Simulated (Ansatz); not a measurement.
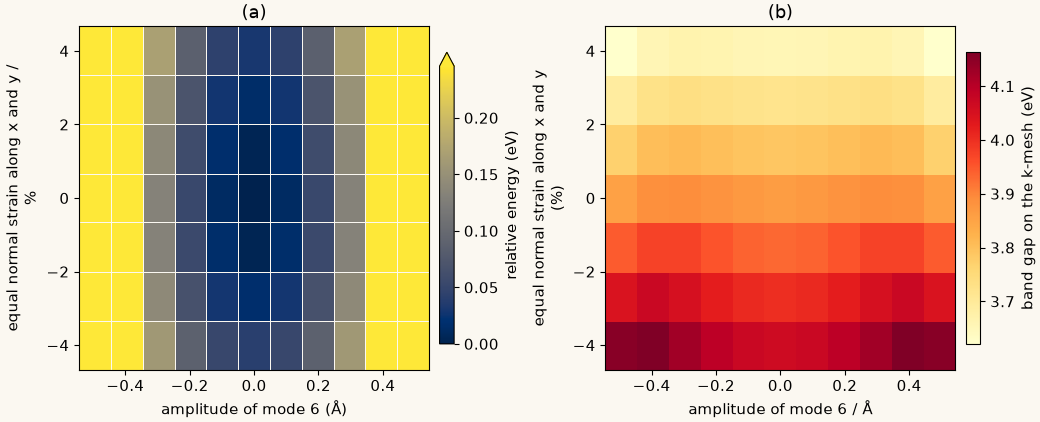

KI (Fm-3m, No. 225; 2 atoms in the cell). The energy is mapped over a normal mode and a strain (zone-centre modes of the 2-atom cell of this scan) (x, y and z along the cube axes). First axis: amplitude of mode 6 (114 cm⁻¹), largest displacement in the unstrained cell. Second axis: equal normal strain along x and y. Nothing is relaxed (the pattern is fixed in fractional coordinates). Grid: 11 × 7 points; 42 points were computed and 35 follow by symmetry. Points are written as (first, second). Energies are in eV per cell, from the lowest grid point. Method: DFT LDA, scalar-relativistic, plane waves, PAW (Ansatz). Settings: cutoff 420 eV, k-mesh 6×6×6, gaussian smearing 0.05 eV, no spin polarisation.

Panel (a) is the energy; panel (b) is the computed band gap on the k-mesh, in eV.

Drawn: one coloured cell a grid point, one colour for all values above the top of the scale.

**How does the band gap on the k-mesh vary over the map, and what is it at the lowest grid point?**

It runs from 3.62 eV at (−0.494 Å, 4.00 %) to 4.16 eV at (−0.395 Å, −4.00 %). At the lowest grid point, (0.000 Å, 0.00 %), it is 3.86 eV.
